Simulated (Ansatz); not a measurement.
# Geometry relaxation, with input and output: CdIn2O4 (part 1 of 3)

System: CdIn2O4 (Fd-3m, 14 atoms in the cell).
Method: DFT, PBE, plane waves, PAW, no spin polarisation (Ansatz 0.2.0).

The structure derives from a Materials Project entry.

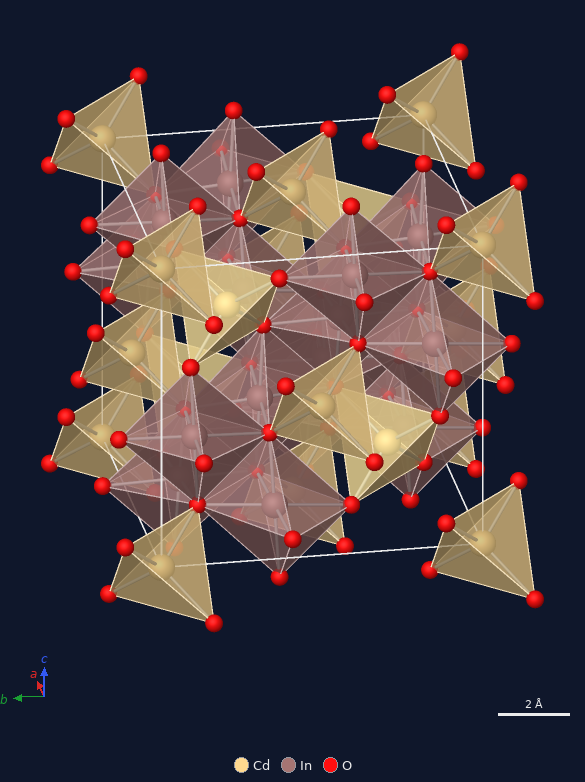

**Figure 1.** The starting structure (polyhedral view of the cell 4 times as large as that of the calculation, set on its symmetry axes, seen at an oblique angle; polyhedra are completed across the faces of the cell). An atom can appear more than once, as a periodic image.

**Key numbers**

- outcome: converged
- space group (tolerance 0.01 Å): Fd-3m (227)
- electrons treated: 140
- free energy: −43440.1002 eV
- Fermi energy: 8.475 eV
- gap on the k-point mesh: 0.92 eV
- pressure: 0.01 GPa
- final volume: 202.12 Å³
- largest force (length of the vector) at the end: under 0.001 eV/Å
- final cell: a = 6.587 Å, b = 6.587 Å, c = 6.587 Å, α = 60.00°, β = 60.00°, γ = 60.00°
- hardware: 1 × NVIDIA H100 80GB HBM3, 2 threads of AMD EPYC (Zen 3), 144 GiB of memory available, shared host
- wall time: 16 s (CPU time 25 s)
- peak memory: 1.3 GiB

**The input**
```yaml
crystal:
  lattice:
    - [0.0, 4.6110186847, 4.6110186847]
    - [4.6110186847, 0.0, 4.6110186847]
    - [4.6110186847, 4.6110186847, 0.0]
  atoms:
    - { symbol: Cd, position: [0.25, 0.25, 0.25] }
    - { symbol: Cd, position: [0.0, 0.0, 0.0] }
    - { symbol: In, position: [0.125, 0.625, 0.625] }
    - { symbol: In, position: [0.625, 0.625, 0.625] }
    - { symbol: In, position: [0.625, 0.125, 0.625] }
    - { symbol: In, position: [0.625, 0.625, 0.125] }
    - { symbol: O, position: [0.86174591, 0.86174591, 0.86174591] }
    - { symbol: O, position: [0.83523773, 0.38825409, 0.38825409] }
    - { symbol: O, position: [0.38825409, 0.38825409, 0.83523773] }
    - { symbol: O, position: [0.38825409, 0.83523773, 0.38825409] }
    - { symbol: O, position: [0.86174591, 0.86174591, 0.41476227] }
    - { symbol: O, position: [0.86174591, 0.41476227, 0.86174591] }
    - { symbol: O, position: [0.38825409, 0.38825409, 0.38825409] }
    - { symbol: O, position: [0.41476227, 0.86174591, 0.86174591] }
kpoints:
  mp_grid: { grid: [4, 4, 4] }
hamiltonian:
  xc: pbe
scf:
  occupations: { method: fermi_dirac, width: 0.02 }
relax:
  f_tol: 0.005
  cell: {}
output:
  write_density: true
  write_potential: true
  elf: true
  volumetric_format: npy
```

**Output**
```
Engine: ansatz 0.2.0, x86_64-unknown-linux-gnu
Pseudopotentials: kind: paw
Pseudopotential: Cd, paw, valence charge 20, recommended cutoff 420 eV (normal), Cd.paw.azcp
Pseudopotential: In, paw, valence charge 13, recommended cutoff 420 eV (normal), In.paw.azcp
Pseudopotential: O, paw, valence charge 6, recommended cutoff 420 eV (normal), O.paw.azcp
Functional definition: PBE
  parameter kappa = 0.804
  parameter beta = 0.06672455060314922
  exchange = pbe_x(kappa = kappa, mu = beta*pi^2/3)
  correlation = pbe_c(beta = beta)
Crystal: 14 atoms, lattice volume = 196.074 Å³
Basis set: ecut = 420 eV, 3839 PW (Γ), exchange–correlation on 90×90×90 points (8 copies of the dense FFT grid, shifted against one another)
Bands: 84, of which v1, the nominal top of the filled ones, is band 70 counted from 1 (69 counted from 0)
Symmetry: 48 space group operations
Space group: Fd-3m (ITA 227), of the structure as read, at distance tolerance 5.8e-5 Å
k-points: 8 of 64
Non-local potential: Cd, projectors of the file, l = 0: 3, l = 1: 2, l = 2: 2, l = 3: 1
Non-local potential: In, projectors of the file, l = 0: 2, l = 1: 2, l = 2: 2, l = 3: 2
Non-local potential: O, projectors of the file, l = 0: 2, l = 1: 2, l = 2: 1
PAW form: soft (Blöchl's): semilocal exchange-correlation on the pseudo side does not see the compensation charge
PAW one-centre angular grid: Cd, 590 points (default); XC on 64 Gauss nodes
PAW one-centre angular grid: In, 590 points (default); XC on 64 Gauss nodes
PAW one-centre angular grid: O, 110 points (default); XC on 64 Gauss nodes
Initial density: superposition of atomic densities (neutral atoms: chi_scale 0, normalization atom), corrected by the library's trained network
Initial wavefunctions: pseudopotential atomic-orbital guess
Functional: x = pbe(κ = 0.804, μ = 0.2195149727645171), c = pbe(β = 0.06672455060314922)
SCF iter   1: F=—  HF=-43440.012134 eV  |F-HF|=—  |Δ(HF+E_count)|=         —  Δρ=1.17e-3  dr2=2.44e-3  ethr=1.77e-3  ⟨swp⟩=6.4  Hψ=2420  notcnv=0  defer=5
preconditioner: auto → Resta (q_TF=auto, 2.579 Å⁻¹)  ε∞=4.9  [insulator: Δε(μ)=1.027 eV  Ē_g=15.025 eV  σ=0.020 eV  W_gap=1.00  n_scr=58 (ndim 8)  ℏωp=29.5 eV  f_vac=0.070  D(μ)=0.00/eV (n_scr^D=0)  ε∞_Penn≈4.9]
SCF iter   2: F=—  HF=-43440.013220 eV  |F-HF|=—  |Δ(HF+E_count)|=   1.09e-3  Δρ=4.32e-4  dr2=2.83e-4  ethr=1.74e-6  ⟨swp⟩=2.0  Hψ=1319  notcnv=0  defer=47
SCF iter   3: F=—  HF=-43440.014299 eV  |F-HF|=—  |Δ(HF+E_count)|=   1.08e-3  Δρ=2.20e-4  dr2=1.02e-4  ethr=2.02e-7  ⟨swp⟩=2.1  Hψ=739  notcnv=0  defer=47
SCF iter   4: F=—  HF=-43440.013776 eV  |F-HF|=—  |Δ(HF+E_count)|=   5.22e-4  Δρ=3.29e-5  dr2=2.03e-6  ethr=7.29e-8  ⟨swp⟩=2.0  Hψ=977  notcnv=0  defer=47
SCF iter   5: F=—  HF=-43440.015650 eV  |F-HF|=—  |Δ(HF+E_count)|=   1.87e-3  Δρ=1.25e-5  dr2=3.08e-7  ethr=1.45e-9  ⟨swp⟩=2.0  Hψ=878  notcnv=0  defer=47
SCF iter   6: F=-43440.015650 eV  HF=-43440.015650 eV  |F-HF|=4.88e-9  |Δ(HF+E_count)|=   2.85e-7  Δρ=4.42e-6  dr2=3.13e-8  ethr=7.14e-11  ⟨swp⟩=9.1  Hψ=5123  notcnv=0
SCF 1 converged in 6 iterations: F = -43440.015650 eV  dr2 = 3.13e-8
  Residual-converged pass: ⟨swp⟩=1.1  Hψ=705  notcnv=0  max |occ|·‖R‖ = 7.0e-9 eV (tolerance 1.0e-8 eV)  dr2=3.13e-8  dr2_onsite=4.52e-9  max |Δocc| = 1.0e-22
  greatest PAW one-centre occupation: 1.000 electrons in one spin orbital (limit 2), on the Cd atom at site 1 (counted from 0), in its partial waves of l = 0
relax step   1: F+E_penalty+E_count = -43440.01565021 eV  Δ(F+E_penalty+E_count) = +0.000e0 eV  max|allowed force component| = 1.175e-1 eV/Å  Δτ_max = 0.0000 Å  P = +4.414 GPa  Ω = 196.074 Å³  (6 SCF iters, dr2 threshold 1.00e-7 eV, accepted)
Crystal: 14 atoms, lattice volume = 202.321 Å³
Initial density: handed on by an earlier stage of this run
Initial wavefunctions: those handed on with the density
iter 1 solved again at ethr=1.99e-5 eV; its pass at ethr=3.10e-3 eV (dr2=2.78e-2 eV) is discarded
SCF iter   1: F=—  HF=-43440.078131 eV  |F-HF|=—  |Δ(HF+E_count)|=         —  Δρ=3.82e-3  dr2=2.62e-2  ethr=1.99e-5  ⟨swp⟩=3.1  Hψ=2813  notcnv=0
preconditioner: auto → Resta (q_TF=auto, 2.566 Å⁻¹)  ε∞=4.9  [insulator: Δε(μ)=0.887 eV  Ē_g=14.785 eV  σ=0.020 eV  W_gap=1.00  n_scr=58 (ndim 8)  ℏωp=29.1 eV  f_vac=0.084  D(μ)=0.00/eV (n_scr^D=0)  ε∞_Penn≈4.9]
SCF iter   2: F=—  HF=-43440.072044 eV  |F-HF|=—  |Δ(HF+E_count)|=   6.09e-3  Δρ=1.18e-3  dr2=2.86e-3  ethr=1.87e-5  ⟨swp⟩=2.5  Hψ=1273  notcnv=0
SCF iter   3: F=—  HF=-43440.072292 eV  |F-HF|=—  |Δ(HF+E_count)|=   2.48e-4  Δρ=6.21e-4  dr2=9.35e-4  ethr=2.04e-6  ⟨swp⟩=2.0  Hψ=1104  notcnv=0
SCF iter   4: F=—  HF=-43440.072977 eV  |F-HF|=—  |Δ(HF+E_count)|=   6.85e-4  Δρ=1.72e-4  dr2=7.54e-5  ethr=6.68e-7  ⟨swp⟩=3.0  Hψ=1237  notcnv=0
SCF iter   5: F=—  HF=-43440.073030 eV  |F-HF|=—  |Δ(HF+E_count)|=   5.31e-5  Δρ=5.36e-5  dr2=5.81e-6  ethr=5.39e-8  ⟨swp⟩=2.1  Hψ=963  notcnv=0
SCF iter   6: F=-43440.073037 eV  HF=-43440.073037 eV  |F-HF|=3.77e-7  |Δ(HF+E_count)|=   7.40e-6  Δρ=2.30e-5  dr2=6.80e-7  ethr=1.00e-9  ⟨swp⟩=9.0  Hψ=5124  notcnv=0
SCF 2 converged in 6 iterations: F = -43440.073037 eV  dr2 = 6.80e-7
relax step   2: F+E_penalty+E_count = -43440.07303738 eV  Δ(F+E_penalty+E_count) = -5.739e-2 eV  max|allowed force component| = 4.782e-3 eV/Å  Δτ_max = 0.0038 Å  P = -0.316 GPa  Ω = 202.321 Å³  energy of the carried Pulay correction = -2.290e-2 eV  (6 SCF iters, dr2 threshold 1.40e-6 eV, accepted)
Crystal: 14 atoms, lattice volume = 201.879 Å³
iter 1 solved again at ethr=1.04e-7 eV; its pass at ethr=3.10e-3 eV (dr2=1.46e-4 eV) is discarded
SCF iter   1: F=—  HF=-43440.075019 eV  |F-HF|=—  |Δ(HF+E_count)|=         —  Δρ=2.48e-4  dr2=1.06e-4  ethr=1.04e-7  ⟨swp⟩=2.0  Hψ=2552  notcnv=0
preconditioner: auto → Resta (q_TF=auto, 2.567 Å⁻¹)  ε∞=4.9  [insulator: Δε(μ)=0.923 eV  Ē_g=14.824 eV  σ=0.020 eV  W_gap=1.00  n_scr=58 (ndim 8)  ℏωp=29.1 eV  f_vac=0.077  D(μ)=0.00/eV (n_scr^D=0)  ε∞_Penn≈4.9]
SCF iter   2: F=—  HF=-43440.075091 eV  |F-HF|=—  |Δ(HF+E_count)|=   7.19e-5  Δρ=8.07e-5  dr2=1.24e-5  ethr=7.60e-8  ⟨swp⟩=2.1  Hψ=1115  notcnv=0
SCF iter   3: F=—  HF=-43440.075089 eV  |F-HF|=—  |Δ(HF+E_count)|=   2.01e-6  Δρ=4.09e-5  dr2=3.59e-6  ethr=8.87e-9  ⟨swp⟩=2.6  Hψ=1017  notcnv=0
SCF iter   4: F=—  HF=-43440.075089 eV  |F-HF|=—  |Δ(HF+E_count)|=   1.10e-7  Δρ=1.10e-5  dr2=2.76e-7  ethr=2.56e-9  ⟨swp⟩=2.5  Hψ=1180  notcnv=0
SCF iter   5: F=-43440.075089 eV  HF=-43440.075089 eV  |F-HF|=2.37e-8  |Δ(HF+E_count)|=   1.26e-7  Δρ=3.27e-6  dr2=2.11e-8  ethr=1.78e-10  ⟨swp⟩=9.5  Hψ=5931  notcnv=0
SCF 3 converged in 5 iterations: F = -43440.075089 eV  dr2 = 2.11e-8
relax step   3: F+E_penalty+E_count = -43440.07508881 eV  Δ(F+E_penalty+E_count) = -2.051e-3 eV  max|allowed force component| = 3.337e-4 eV/Å  Δτ_max = 0.0001 Å  P = -0.014 GPa  Ω = 201.879 Å³  energy of the carried Pulay correction = -2.130e-2 eV  (5 SCF iters, dr2 threshold 2.50e-7 eV, accepted)
Initial wavefunctions: pseudopotential atomic-orbital guess (no wavefunctions were taken with the density)
iter 1 solved again at ethr=6.77e-8 eV; its pass at ethr=3.10e-3 eV (dr2=9.48e-5 eV) is discarded
SCF iter   1: F=—  HF=-43440.096728 eV  |F-HF|=—  |Δ(HF+E_count)|=         —  Δρ=2.68e-4  dr2=1.98e-5  ethr=6.77e-8  ⟨swp⟩=3.0  Hψ=4370  notcnv=0
preconditioner: auto → Resta (q_TF=auto, 2.567 Å⁻¹)  ε∞=4.9  [insulator: Δε(μ)=0.921 eV  Ē_g=14.823 eV  σ=0.020 eV  W_gap=1.00  n_scr=58 (ndim 8)  ℏωp=29.1 eV  f_vac=0.077  D(μ)=0.00/eV (n_scr^D=0)  ε∞_Penn≈4.9]
SCF iter   2: F=—  HF=-43440.098442 eV  |F-HF|=—  |Δ(HF+E_count)|=   1.71e-3  Δρ=1.28e-4  dr2=5.52e-6  ethr=1.41e-8  ⟨swp⟩=2.0  Hψ=1168  notcnv=0
SCF iter   3: F=—  HF=-43440.098541 eV  |F-HF|=—  |Δ(HF+E_count)|=   9.90e-5  Δρ=5.34e-5  dr2=6.59e-7  ethr=3.94e-9  ⟨swp⟩=2.0  Hψ=750  notcnv=0
SCF iter   4: F=—  HF=-43440.098558 eV  |F-HF|=—  |Δ(HF+E_count)|=   1.73e-5  Δρ=2.18e-6  dr2=4.23e-9  ethr=4.71e-10  ⟨swp⟩=2.0  Hψ=1168  notcnv=0
SCF iter   5: F=—  HF=-43440.098558 eV  |F-HF|=—  |Δ(HF+E_count)|=   5.06e-9  Δρ=6.93e-7  dr2=8.60e-10  ethr=3.02e-12  ⟨swp⟩=2.0  Hψ=1131  notcnv=0
SCF iter   6: F=-43440.098558 eV  HF=-43440.098558 eV  |F-HF|=6.55e-11  |Δ(HF+E_count)|=   1.22e-9  Δρ=1.84e-7  dr2=7.14e-11  ethr=1.00e-12  ⟨swp⟩=5.0  Hψ=3243  notcnv=0
SCF 4 converged in 6 iterations: F = -43440.098558 eV  dr2 = 7.14e-11
relax step   4: F+E_penalty+E_count = -43440.09855840 eV  Δ(F+E_penalty+E_count) = -2.347e-2 eV  max|allowed force component| = 5.107e-4 eV/Å  Δτ_max = 0.0000 Å  P = +0.155 GPa  Ω = 201.879 Å³  stress off target by 1.55e-1 GPa  SCF on the basis re-selected at this cell (its energy is not comparable with the rows above)  (6 SCF iters)
basis re-selected at this cell: Δ(F+E_penalty+E_count) = -2.347e-2 eV, ΔP = +0.169 GPa vs the last step (what re-selecting the basis moved, of the pressure what is left beyond the Pulay correction that the steps carried, after the strain that the cell walked since its last selection, with what the two solves' SCF thresholds leave and, on support functions, any second-order correction that the steps lacked; it is no measure of the basis error at this ecutwfc). This SCF's stress stands 1.55e-1 GPa from its target on what of the cell is left free (relax.cell.stress_tol is 5.00e-2 GPa) and its largest allowed force component is 5.11e-4 eV/Å (relax.f_tol is 5.00e-3 eV/Å): not within both, so this SCF does not close the relaxation
Crystal: 14 atoms, lattice volume = 202.116 Å³
iter 1 solved again at ethr=3.02e-8 eV; its pass at ethr=3.10e-3 eV (dr2=4.23e-5 eV) is discarded
SCF iter   1: F=—  HF=-43440.097721 eV  |F-HF|=—  |Δ(HF+E_count)|=         —  Δρ=1.25e-4  dr2=2.78e-5  ethr=3.02e-8  ⟨swp⟩=2.0  Hψ=2552  notcnv=0
preconditioner: auto → Resta (q_TF=auto, 2.566 Å⁻¹)  ε∞=4.9  [insulator: Δε(μ)=0.916 eV  Ē_g=14.814 eV  σ=0.020 eV  W_gap=1.00  n_scr=58 (ndim 8)  ℏωp=29.1 eV  f_vac=0.078  D(μ)=0.00/eV (n_scr^D=0)  ε∞_Penn≈4.9]
SCF iter   2: F=—  HF=-43440.097815 eV  |F-HF|=—  |Δ(HF+E_count)|=   9.40e-5  Δρ=4.23e-5  dr2=3.60e-6  ethr=1.99e-8  ⟨swp⟩=2.5  Hψ=1160  notcnv=0
SCF iter   3: F=—  HF=-43440.097814 eV  |F-HF|=—  |Δ(HF+E_count)|=   4.23e-7  Δρ=2.17e-5  dr2=1.09e-6  ethr=2.57e-9  ⟨swp⟩=2.1  Hψ=1106  notcnv=0
SCF iter   4: F=—  HF=-43440.097814 eV  |F-HF|=—  |Δ(HF+E_count)|=   1.00e-7  Δρ=6.35e-6  dr2=9.59e-8  ethr=7.77e-10  ⟨swp⟩=3.0  Hψ=1318  notcnv=0
SCF iter   5: F=-43440.097814 eV  HF=-43440.097814 eV  |F-HF|=8.00e-9  |Δ(HF+E_count)|=   7.36e-8  Δρ=1.98e-6  dr2=8.77e-9  ethr=4.31e-11  ⟨swp⟩=9.6  Hψ=5740  notcnv=0
SCF 5 converged in 5 iterations: F = -43440.097814 eV  dr2 = 8.77e-9
  Residual-converged pass: ⟨swp⟩=1.5  Hψ=746  notcnv=0  max |occ|·‖R‖ = 7.0e-9 eV (tolerance 1.0e-8 eV)  dr2=8.77e-9  dr2_onsite=3.42e-10  max |Δocc| = 2.2e-22
relax step   5: F+E_penalty+E_count = -43440.09781447 eV  Δ(F+E_penalty+E_count) = +7.439e-4 eV  max|allowed force component| = 1.061e-4 eV/Å  Δτ_max = 0.0003 Å  P = +0.005 GPa  Ω = 202.116 Å³  energy of the carried Pulay correction = -8.638e-4 eV  (5 SCF iters, dr2 threshold 6.03e-8 eV, accepted)
iter 1 solved again at ethr=3.56e-8 eV; its pass at ethr=3.10e-3 eV (dr2=4.99e-5 eV) is discarded
SCF iter   1: F=—  HF=-43440.098919 eV  |F-HF|=—  |Δ(HF+E_count)|=         —  Δρ=2.75e-5  dr2=2.21e-7  ethr=3.56e-8  ⟨swp⟩=3.6  Hψ=4403  notcnv=0
preconditioner: auto → Resta (q_TF=auto, 2.566 Å⁻¹)  ε∞=4.9  [insulator: Δε(μ)=0.916 eV  Ē_g=14.815 eV  σ=0.020 eV  W_gap=1.00  n_scr=58 (ndim 8)  ℏωp=29.1 eV  f_vac=0.077  D(μ)=0.00/eV (n_scr^D=0)  ε∞_Penn≈4.9]
SCF iter   2: F=—  HF=-43440.100245 eV  |F-HF|=—  |Δ(HF+E_count)|=   1.33e-3  Δρ=1.35e-5  dr2=6.25e-8  ethr=1.58e-10  ⟨swp⟩=2.1  Hψ=1218  notcnv=0
SCF iter   3: F=—  HF=-43440.100245 eV  |F-HF|=—  |Δ(HF+E_count)|=   1.19e-7  Δρ=3.85e-6  dr2=5.56e-9  ethr=4.47e-11  ⟨swp⟩=2.0  Hψ=864  notcnv=0
SCF iter   4: F=—  HF=-43440.100245 eV  |F-HF|=—  |Δ(HF+E_count)|=   8.62e-9  Δρ=4.03e-7  dr2=3.20e-10  ethr=3.97e-12  ⟨swp⟩=2.0  Hψ=1168  notcnv=0
SCF iter   5: F=-43440.100245 eV  HF=-43440.100245 eV  |F-HF|=6.55e-11  |Δ(HF+E_count)|=  3.20e-10  Δρ=1.54e-7  dr2=6.27e-11  ethr=1.00e-12  ⟨swp⟩=6.2  Hψ=3041  notcnv=0
SCF 6 converged in 5 iterations: F = -43440.100245 eV  dr2 = 6.27e-11
relax step   6: F+E_penalty+E_count = -43440.10024489 eV  Δ(F+E_penalty+E_count) = -2.430e-3 eV  max|allowed force component| = 1.799e-4 eV/Å  Δτ_max = 0.0000 Å  P = +0.008 GPa  Ω = 202.116 Å³  stress off target by 8.25e-3 GPa  SCF on the basis re-selected at this cell (its energy is not comparable with the rows above)  (5 SCF iters)
```
